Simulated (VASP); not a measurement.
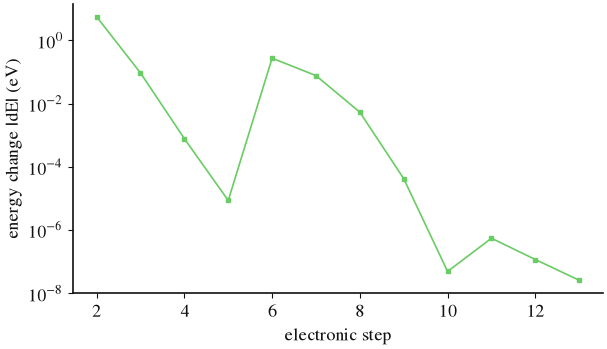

The plot shows the electronic steps of a calculation: energy change |dE|.

LiH (2 atoms in the cell), run with VASP.

INCAR
```
ENCUT = 520.000000
EDIFF = 1.00e-07
GGA = PE
PREC = Accurate
IBRION = -1
ISIF = 2
NBANDS = 9
NSW = 0
LASPH = .TRUE.
LCHARG = .FALSE.
LWAVE = .FALSE.
LREAL = .FALSE.
ISMEAR = 1
SIGMA = 0.1
NELM = 62
```

KPOINTS
```
KPOINTS created by Atomic Simulation Environment
0
Gamma
10 10 10
0 0 0
```

POSCAR
```
Li H
 1.0000000000000000
     0.0000000000000000    2.1451220099000001    2.1208821312000001
     2.1451220099000001    0.0000000000000000    2.1208821312000001
     2.1451220099000001    2.1451220099000001    0.0000000000000000
 Li  H
   1   1
Cartesian
  0.0000000000000000  0.0000000000000000  0.0000000000000000
  1.0725610049500001  1.0725610049500001  1.0604410656000001
```

**How did this run end?**

Converged, in 13 steps. The energy change falls unevenly and jumps up by a factor of two or more twice on the way down, most sharply at step 6 (by about 4 orders of magnitude). The jump at step 6 comes where the charge density, held fixed for the first 5 steps, starts to be updated.
